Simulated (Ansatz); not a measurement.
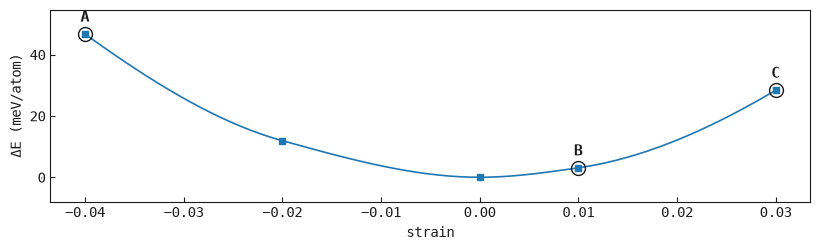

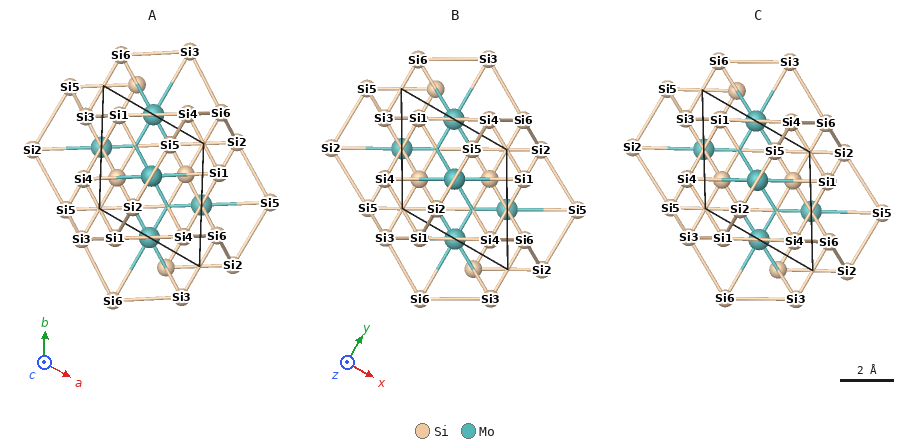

Crystalline Si$_{2}$Mo (P6_222): the cell is strained along x and oppositely along y, with the atoms kept at their fractional coordinates. x, y and z are the Cartesian axes of the input. The lettered frames are marked on the plot. The picture is a ball-and-stick view of the cell of the calculation, seen along the c axis.

Computed with Ansatz 0.2.0, DFT r2SCAN, scalar-relativistic, plane waves, PAW. (plane-wave cutoff 500 eV; k-point mesh 12 × 12 × 6; occupations gaussian; smearing width 0.03 eV; no spin polarisation). Energies (free energies at the smearing named) are counted from the relaxed crystal.

Read off the main features of the energy profile.

Answer. Of the computed points the lowest is at the strain 0.00, 0.0 meV/atom. The curvature at zero strain, (1/V) d²E/dε², is about 740 GPa; it is C₁₁ + C₂₂ − 2C₁₂ with clamped ions. The distortion takes the space group from P6_222 to C222. At the strain −0.04 the cell of the drawing goes a 4.584 → 4.401 Å, b 4.584 → 4.678 Å, γ 120.0° → 118.1°. The band gap on the mesh, 0.16 eV in the reference, closes at −0.04.
